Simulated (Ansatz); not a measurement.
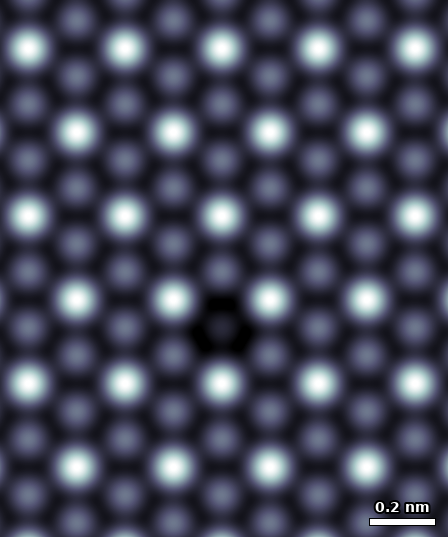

HAADF-like image of Ge (P6_3/mmc, No. 194) along [001]. The image is simulated as a sum over atoms of Z^1.7, blurred by a 1.14 Å probe (no channelling). The display is stretched by a gamma of 0.8; percentages refer to the linear signal.

The sample is 2 repeats (19.8 Å) thick. One point defect was put into the perfect crystal, without relaxing the atoms around it. Brightness is counted from the darkest point of the image. Host structure: the input geometry of an electronic-structure calculation (not necessarily at equilibrium); the starting structure was generated, so it need not be a known form of this composition.

> Where is the defect (in Å from the left and the top edge), and what does its contrast suggest?

At about 7 Å from the left and 10 Å from the top. The column is dimmer, which points to a vacancy or a lighter atom. The column holds 2 atoms (Ge) through the sample, and one Ge atom is replaced by C, so its peak drops to about 20 % of that of its equals.
